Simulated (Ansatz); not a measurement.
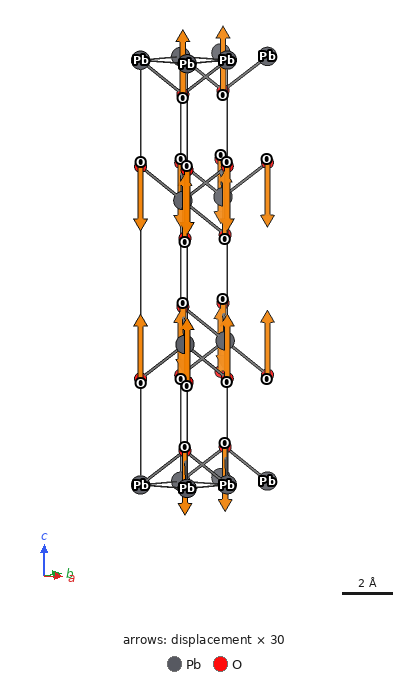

A relaxation of crystalline PbO₂ (a generated structure, set up in R-3m) (coarse preliminary run). The starting structure is drawn; orange arrows show the displacements (the part carried along by the change of the cell is left out), magnified 30 times.

Style: ball-and-stick. Shown: the conventional cell (3 times the calculation's cell), repeated 1 × 2 × 1 with one cell outlined, from a free direction. Lengths and directions refer to the drawn axes.

Method: Ansatz, DFT PBE, scalar-relativistic, plane waves, PAW. (plane-wave cutoff 420 eV; k-point mesh 6 × 6 × 6; occupations gaussian; smearing width 0.1 eV; no spin polarisation; cell and atoms relaxed; force threshold 0.04 eV/Å; at most 70 steps)

Question: Atoms of which element are displaced furthest, and by how much?

Answer: Oxygen: up to 0.089 Å, against 0.000 Å for lead.

Question: What happened in the run?

Answer: The energy falls by 489 meV per atom in 11 accepted moves (14 points after the start). The largest force component goes from 2.8 to 0.011 eV/Å. Pressure: −14.42 GPa at the start and 0.04 GPa at the end. The line search rejected the trial step at point 11 of the run. At 2 points the geometry stayed and the basis and grid were re-selected for the new cell (energy shift of 2.9 meV per atom at most each time). The largest moves relative to the cell, 0.089 Å, are those of O atoms. Pb stays in place. The volume changes by −25.7 %, with a = b 3.534 → 3.438 Å (−2.7 %), c 17.314 → 13.592 Å (−21.5 %). Near-neighbour distances that change, for instance: O–Pb 2.499 → 2.243 Å. Among the angles between lasting bonds that change: Pb–O–Pb 90.0° → 100.1°, O–Pb–O 90.0° → 79.9°, O–Pb–O 90.0° → 100.1°. The space group stays R-3m (No. 166).
